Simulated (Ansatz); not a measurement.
# CCl2F2: geometry relaxation (part 1 of 2)

System: CCl2F2 (I4/mmm, 5 atoms in the cell).
Method: DFT, r2SCAN+rVV10, plane waves, PAW, no spin polarisation (Ansatz 0.2.0).

The structure was built on a prototype by a generator; it need not be a known phase. The geometry comes from this level: PBEsol. Figures and captions count atoms from 1; the log counts them from 0 in places.

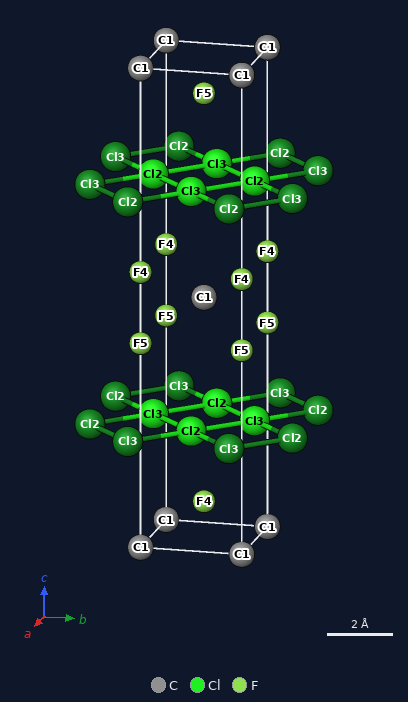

**Figure 1.** The starting structure (ball-and-stick view of the cell 2 times as large as that of the calculation, set on its symmetry axes, seen slightly off an axis; neighbours outside the cell are drawn fainter; atoms are numbered from 1 in the order of the input).

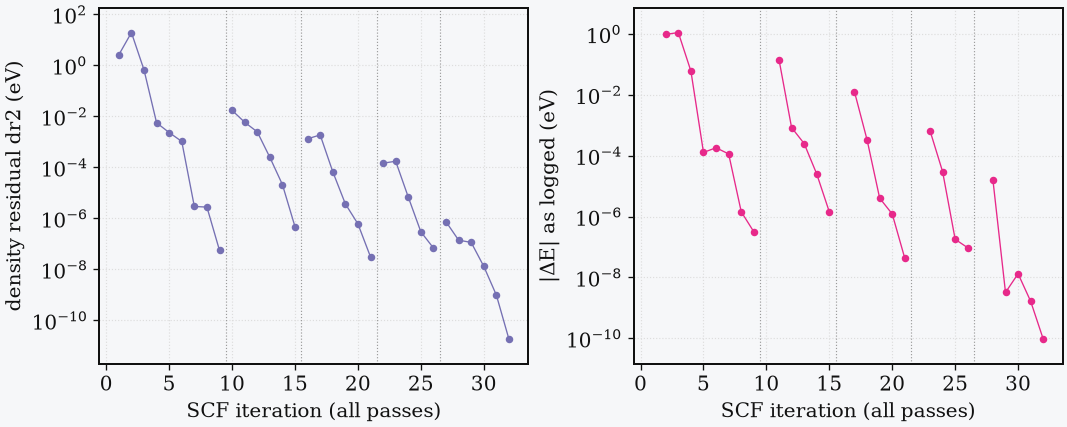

**Figure 2.** Convergence of the self-consistent field: density residual dr2 and size of the energy change against the SCF iteration. The dotted lines part the SCF passes of the relaxation: geometry steps, rejected trials and re-solves on a re-selected basis. The 5 passes take 5 to 9 iterations each, 32 in all.

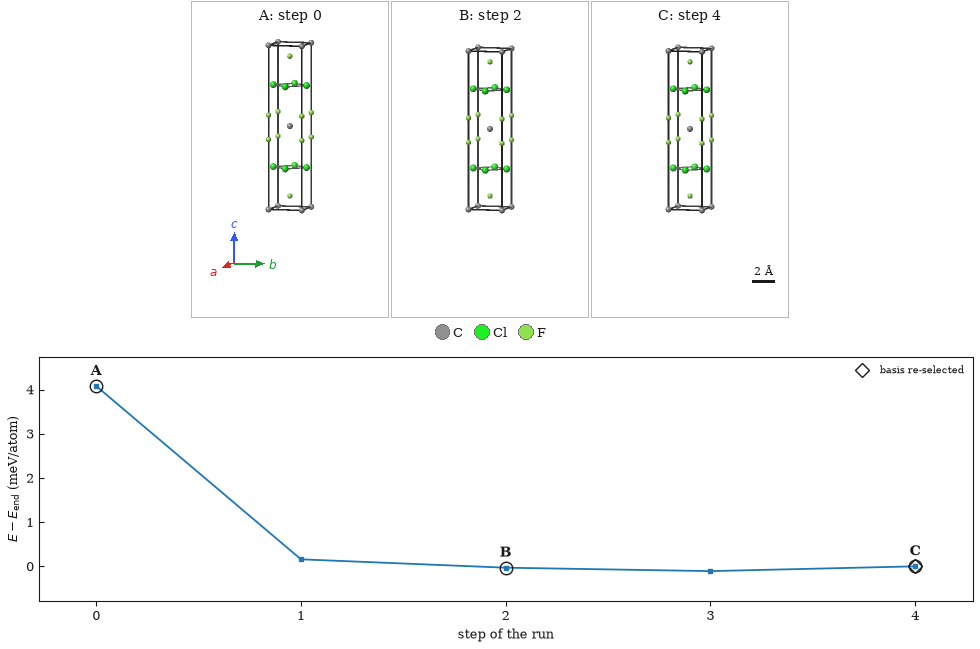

**Figure 3.** Frames of the relaxation (ball-and-stick view of the cell 2 times as large as that of the calculation, set on its symmetry axes, seen slightly off an axis) above the curves, on which the letters mark them (the first geometry is step 0 here and step 1 in the log).

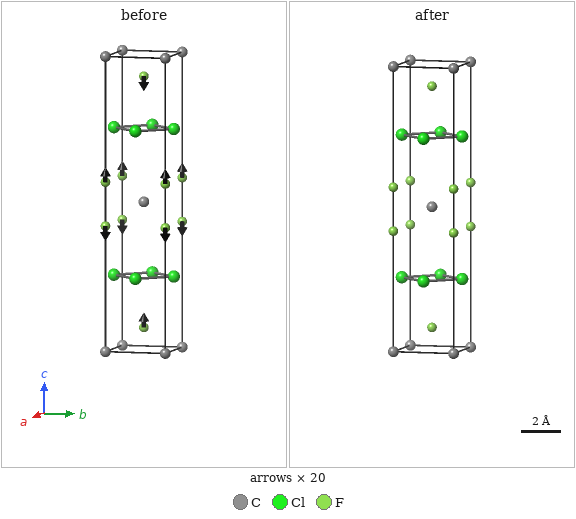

**Figure 4.** Before (left) and after (right) the relaxation, at one scale (ball-and-stick view of the cell 2 times as large as that of the calculation, set on its symmetry axes, seen slightly off an axis). The black arrows give the displacements (without the part carried along by the change of the cell), magnified 20 times. The energy falls by 4.2 meV per atom in 3 geometry steps. Largest force component: 0.083 eV/Å at the start, 0.0033 eV/Å at the end. The pressure goes from 0.60 to 0.04 GPa. The largest moves relative to the cell, 0.040 Å, are those of F4 and F5. C and Cl stay in place. The volume changes by −2.1 %, with a = b 3.252 → 3.273 Å (+0.6 %), c 15.518 → 14.995 Å (−3.4 %). Among the contacts that change: Cl2–Cl3 2.300 → 2.314 Å. The space group stays I4/mmm (No. 139). A last SCF at the same geometry on a re-selected plane-wave basis shifts the energy by +0.1 meV per atom. (Atoms are counted from 1 in the order of the input.)

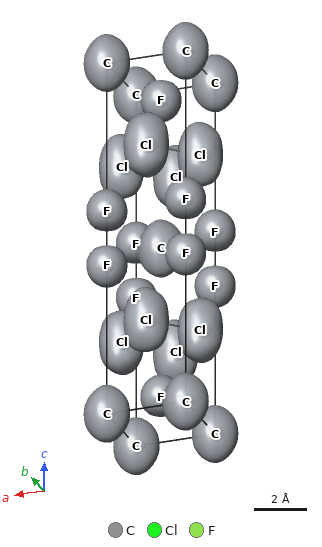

**Figure 5.** Isosurface of the ELF at 0.7 (grey), seen at an oblique angle. Core shells and regions of very low density are left out. Sticks mark near contacts. The outline is the cell set on symmetry axes. Values along the shortest contacts: Cl–Cl (2.31 Å): the ELF peaks at about 0.80 between the atoms. The fields are those of the smooth PAW valence density.

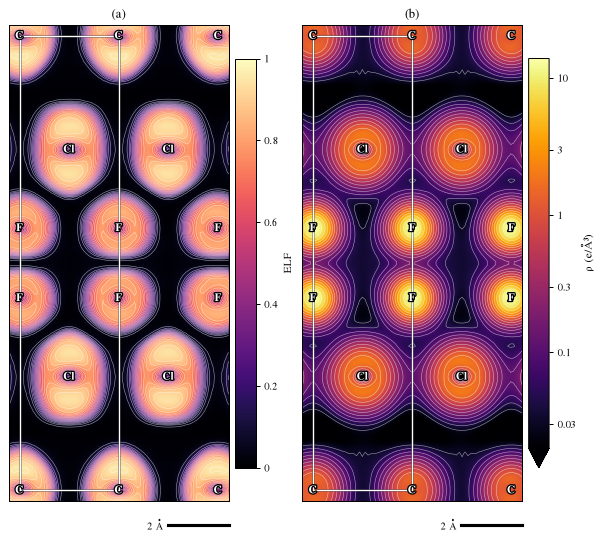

**Figure 6.** (a) ELF; (b) valence electron density on the (010) plane of the conventional cell. The section cuts through C, Cl and F sites. Away from the nuclei the density in this plane falls to 0.01 e/Å³ at its lowest.

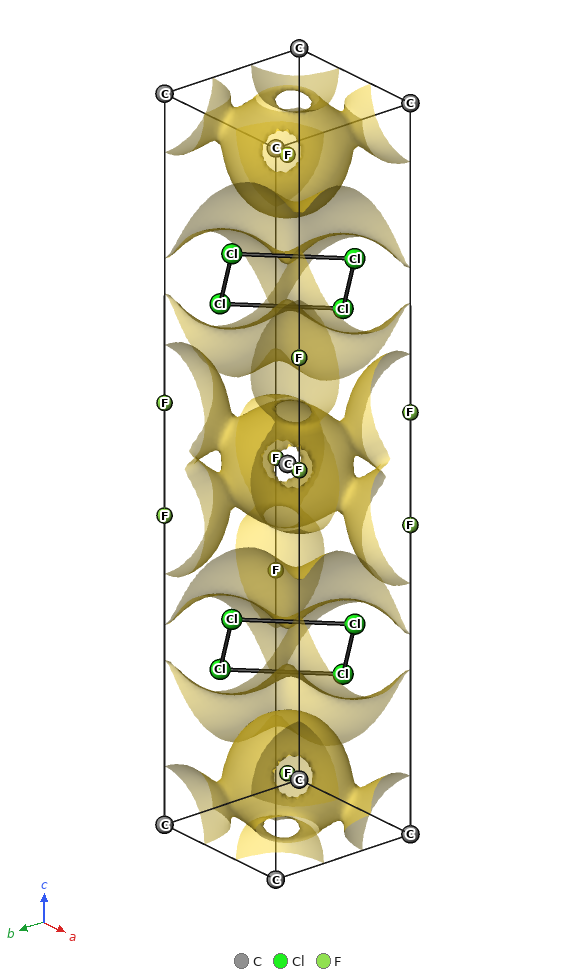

**Figure 7.** Isosurface of the valence charge density (pseudo) at 0.1 e/Å³ (yellow), seen at an oblique angle. Sticks mark near contacts. The outline is the cell set on symmetry axes. At this value the density is joined into sheets; it holds about 95 % of the electrons treated as valence. On the grid the lowest density along these lines, outside the cores, is 0.18 e/Å³ (F–F, 2.31 Å), 0.58 e/Å³ (Cl–Cl, 2.31 Å) and 0.12 e/Å³ (C–F, 2.59 Å).

These pictures come from the run below.

**Input**
```yaml
crystal:
  lattice:
    - [-1.626104114, 1.626104114, 7.7589931474]
    - [1.626104114, -1.626104114, 7.7589931474]
    - [1.626104114, 1.626104114, -7.7589931474]
  atoms:
    - { symbol: C, position: [0.0, 0.0, 0.0] }
    - { symbol: Cl, position: [0.75, 0.25, 0.5] }
    - { symbol: Cl, position: [0.25, 0.75, 0.5] }
    - { symbol: F, position: [0.5743354804, 0.5743354804, 0.0] }
    - { symbol: F, position: [0.4256645196, 0.4256645196, 0.0] }
kpoints:
  mp_grid: { grid: [10, 10, 10] }
hamiltonian:
  xc: r2scan
  dispersion: rvv10
scf:
  occupations: { method: fermi_dirac, width: 0.03 }
relax:
  f_tol: 0.01
  cell: {}
  max_steps: 120
output:
  write_density: true
  write_potential: true
  elf: true
  volumetric_format: npy
```

Launch command:
```bash
ansatz run input.yaml --threads 2 --pin off --max-ram 2211MiB --backend cpu --events-out ev --progress --plain --runs-dir out
```

**Output**
```
basis.fft_grid_basis auto: the FFT boxes are laid along the combinations [[1, -1, 0], [0, 1, 0], [1, 0, 1]] of the cell's own vectors, 4.599, 8.093 and 3.252 Å long. The dense box has 40×72×27 points. Along the cell's own vectors, as sized, it would have 72×72×72, 4.80 times as many. Of the 16 symmetry operations that the crystal satisfies within crystal.symmetry.tolerance (time reversal apart; of a slab, those that keep its plane) the dense box along the cell's own vectors carries 16, and the one as laid loses 14 of those. basis.fft_grid_basis: typed keeps the cell's own vectors: state it where this run's energies or levels are differenced outside the engine with another run's, or held beside a run that keeps those vectors. Those combinations have planes normal to reciprocal vector 3, as the cell's own vectors have. Each planar average written beside output.write_density, output.write_potential has a row for each plane of the box: 27. The volumetric files lie along those combinations, not along the cell's own vectors: a cube or XSF file states them, and fields.json those of NumPy files.
Engine: ansatz 0.2.0, aarch64-unknown-linux-gnu
Pseudopotentials: kind: paw
Pseudopotential: C, paw, valence charge 4, recommended cutoff 500 eV (meta_gga), C.paw.azcp
Pseudopotential: Cl, paw, valence charge 7, recommended cutoff 500 eV (meta_gga), Cl.paw.azcp
Pseudopotential: F, paw, valence charge 7, recommended cutoff 500 eV (meta_gga), F.paw.azcp
Functional definition: r2SCAN+rVV10
  parameter k0 = 0.174
  parameter k1 = 0.065
  parameter a1 = 4.9479
  exchange = r2scan_x(k0 = k0, k1 = k1, a1 = a1)
  correlation = r2scan_c + rvv10(11.95, 0.0093)
Crystal: 5 atoms, lattice volume = 82.066 Å³
Basis set: ecut = 500 eV, 2077 PW (Γ), FFT grids on a1−a2, a2, a1+a3, exchange–correlation on 160×288×108 points (64 copies of the dense FFT grid, shifted against one another)
Bands: 21, of which v1, the nominal top of the filled ones, is band 16 counted from 1 (15 counted from 0)
Symmetry: 16 space group operations
Space group: I4/mmm (ITA 139), of the structure as read, at distance tolerance 4.3e-5 Å
k-points: 102 of 1000
Non-local potential: C, projectors of the file, l = 0: 2, l = 1: 2, l = 2: 1
Non-local potential: Cl, projectors of the file, l = 0: 2, l = 1: 2, l = 2: 2
Non-local potential: F, projectors of the file, l = 0: 2, l = 1: 2, l = 2: 1
PAW form: soft (Blöchl's): semilocal exchange-correlation on the pseudo side does not see the compensation charge
rVV10 density: all electrons in the spheres
PAW frozen core: C, regenerated for the run's functional (the file was generated under x = pbe(κ = 0.804, μ = 0.2195149727645171), c = pbe(β = 0.06672455060314922))
PAW frozen core: Cl, regenerated for the run's functional (the file was generated under x = pbe(κ = 0.804, μ = 0.2195149727645171), c = pbe(β = 0.06672455060314922))
PAW frozen core: F, regenerated for the run's functional (the file was generated under x = pbe(κ = 0.804, μ = 0.2195149727645171), c = pbe(β = 0.06672455060314922))
PAW one-centre angular grid: C, 302 points (default); XC on 239 of its mesh's 2573 points in the sphere
PAW one-centre angular grid: Cl, 302 points (default); XC on 160 Gauss nodes
PAW one-centre angular grid: F, 302 points (default); XC on 160 Gauss nodes
Initial density: superposition of atomic densities (neutral atoms: chi_scale 0, normalization atom), corrected by the library's trained network
Initial wavefunctions: pseudopotential atomic-orbital guess
Functional: x = r2scan, c = r2scan + rvv10(b = 11.95, C = 0.0093); τ floored in thin density (d = 2e-4 eV/Å³)
SCF iter   1: F=—  HF=-4023.311977 eV  |F-HF|=—  |Δ(HF+E_count)|=         —  Δρ=3.39e-2  dr2=2.59e0  dr2_τ=3.09e-1  ethr=1.77e-3  ⟨swp⟩=8.0  Hψ=12196  notcnv=0
preconditioner: auto → LDOS  [metal: Δε(μ)=0.043 eV  Ē_g=10.521 eV  σ=0.030 eV  W_gap=0.33  n_scr=20 (ndim 8)  ℏωp=23.2 eV  f_vac=0.064  D(μ)=1.39/eV (n_scr^D=4)  β→1.0]
SCF iter   2: F=—  HF=-4024.280283 eV  |F-HF|=—  |Δ(HF+E_count)|=   9.68e-1  Δρ=1.35e-1  dr2=1.93e1  dr2_τ=1.31e0  ethr=1.77e-3  ⟨swp⟩=3.0  Hψ=5277  notcnv=0  defer=26  recentre
SCF iter   3: F=—  HF=-4023.172970 eV  |F-HF|=—  |Δ(HF+E_count)|=    1.11e0  Δρ=1.67e-2  dr2=6.64e-1  dr2_τ=6.60e-3  ethr=1.77e-3  ⟨swp⟩=2.8  Hψ=5068  notcnv=0  defer=17
SCF iter   4: F=—  HF=-4023.112632 eV  |F-HF|=—  |Δ(HF+E_count)|=   6.03e-2  Δρ=2.20e-3  dr2=5.59e-3  dr2_τ=6.33e-4  ethr=1.77e-3  ⟨swp⟩=2.0  Hψ=3181  notcnv=0  defer=17
SCF iter   5: F=—  HF=-4023.112504 eV  |F-HF|=—  |Δ(HF+E_count)|=   1.28e-4  Δρ=1.45e-3  dr2=2.32e-3  dr2_τ=1.27e-4  ethr=1.75e-5  ⟨swp⟩=1.5  Hψ=2231  notcnv=0  defer=17
SCF iter   6: F=—  HF=-4023.112322 eV  |F-HF|=—  |Δ(HF+E_count)|=   1.82e-4  Δρ=1.00e-3  dr2=1.04e-3  dr2_τ=5.50e-5  ethr=7.24e-6  ⟨swp⟩=1.0  Hψ=2125  notcnv=0  defer=17
SCF iter   7: F=—  HF=-4023.112208 eV  |F-HF|=—  |Δ(HF+E_count)|=   1.14e-4  Δρ=7.19e-5  dr2=2.93e-6  dr2_τ=5.08e-7  ethr=3.26e-6  ⟨swp⟩=1.0  Hψ=2127  notcnv=0  defer=17
SCF iter   8: F=—  HF=-4023.112210 eV  |F-HF|=—  |Δ(HF+E_count)|=   1.44e-6  Δρ=5.40e-5  dr2=2.77e-6  dr2_τ=1.72e-7  ethr=9.15e-9  ⟨swp⟩=2.1  Hψ=3525  notcnv=0  defer=17
SCF iter   9: F=-4023.112209 eV  HF=-4023.112210 eV  |F-HF|=3.79e-8  |Δ(HF+E_count)|=   3.15e-7  Δρ=6.86e-6  dr2=5.56e-8  dr2_τ=2.12e-9  ethr=3.13e-10  ⟨swp⟩=6.9  Hψ=13539  notcnv=0
SCF 1 converged in 9 iterations: F = -4023.112209 eV  dr2 = 5.56e-8
  greatest PAW one-centre occupation: 0.954 electrons in one spin orbital (limit 2), on the Cl atom at site 2 (counted from 0), in its partial waves of l = 0
relax step   1: F+E_penalty+E_count = -4023.11220946 eV  Δ(F+E_penalty+E_count) = +0.000e0 eV  max|allowed force component| = 8.311e-2 eV/Å  Δτ_max = 0.0000 Å  P = +0.599 GPa  Ω = 82.066 Å³  (9 SCF iters, dr2 threshold 1.00e-7 eV, accepted)
Crystal: 5 atoms, lattice volume = 79.785 Å³
Basis set: ecut = 500 eV, 2027 PW (Γ), FFT grids on a1−a2, a2, a1+a3, exchange–correlation on 160×288×108 points (64 copies of the dense FFT grid, shifted against one another)
rVV10 density: all electrons in the spheres
Initial density: handed on by an earlier stage of this run
Initial wavefunctions: those handed on with the density
iter 1 solved again at ethr=5.37e-5 eV; its pass at ethr=3.10e-3 eV (dr2=1.72e-2 eV) is discarded
SCF iter   1: F=—  HF=-4023.277142 eV  |F-HF|=—  |Δ(HF+E_count)|=         —  Δρ=7.40e-3  dr2=1.72e-2  dr2_τ=3.44e-1  ethr=5.37e-5  ⟨swp⟩=1.7  Hψ=13405  notcnv=0
preconditioner: auto → LDOS  [metal: Δε(μ)=0.048 eV  Ē_g=10.179 eV  σ=0.030 eV  W_gap=0.36  n_scr=20 (ndim 8)  ℏωp=23.5 eV  f_vac=0.036  D(μ)=2.25/eV (n_scr^D=12)  β→1.0]
SCF iter   2: F=—  HF=-4023.132920 eV  |F-HF|=—  |Δ(HF+E_count)|=   1.44e-1  Δρ=3.25e-3  dr2=5.88e-3  dr2_τ=6.30e-4  ethr=5.37e-5  ⟨swp⟩=2.5  Hψ=4330  notcnv=0
SCF iter   3: F=—  HF=-4023.132080 eV  |F-HF|=—  |Δ(HF+E_count)|=   8.40e-4  Δρ=1.89e-3  dr2=2.47e-3  dr2_τ=2.67e-4  ethr=1.84e-5  ⟨swp⟩=2.0  Hψ=4190  notcnv=0
SCF iter   4: F=—  HF=-4023.131830 eV  |F-HF|=—  |Δ(HF+E_count)|=   2.50e-4  Δρ=5.86e-4  dr2=2.48e-4  dr2_τ=9.88e-6  ethr=7.72e-6  ⟨swp⟩=1.0  Hψ=2142  notcnv=0
SCF iter   5: F=—  HF=-4023.131805 eV  |F-HF|=—  |Δ(HF+E_count)|=   2.50e-5  Δρ=1.64e-4  dr2=2.11e-5  dr2_τ=5.74e-7  ethr=7.74e-7  ⟨swp⟩=1.0  Hψ=2142  notcnv=0
SCF iter   6: F=-4023.131803 eV  HF=-4023.131803 eV  |F-HF|=3.01e-7  |Δ(HF+E_count)|=   1.42e-6  Δρ=2.22e-5  dr2=4.70e-7  dr2_τ=1.12e-8  ethr=1.56e-9  ⟨swp⟩=8.0  Hψ=14200  notcnv=0
SCF 2 converged in 6 iterations: F = -4023.131803 eV  dr2 = 4.70e-7
  greatest PAW one-centre occupation: 0.953 electrons in one spin orbital (limit 2), on the Cl atom at site 2 (counted from 0), in its partial waves of l = 0
relax step   2: F+E_penalty+E_count = -4023.13180312 eV  Δ(F+E_penalty+E_count) = -1.959e-2 eV  max|allowed force component| = 9.784e-2 eV/Å  Δτ_max = 0.0528 Å  P = +0.317 GPa  Ω = 79.785 Å³  energy of the carried Pulay correction = +6.719e-4 eV  (6 SCF iters, dr2 threshold 5.00e-7 eV, accepted)
Crystal: 5 atoms, lattice volume = 80.368 Å³
Basis set: ecut = 500 eV, 2035 PW (Γ), FFT grids on a1−a2, a2, a1+a3, exchange–correlation on 160×288×108 points (64 copies of the dense FFT grid, shifted against one another)
rVV10 density: all electrons in the spheres
iter 1 solved again at ethr=4.27e-6 eV; its pass at ethr=3.10e-3 eV (dr2=1.37e-3 eV) is discarded
```
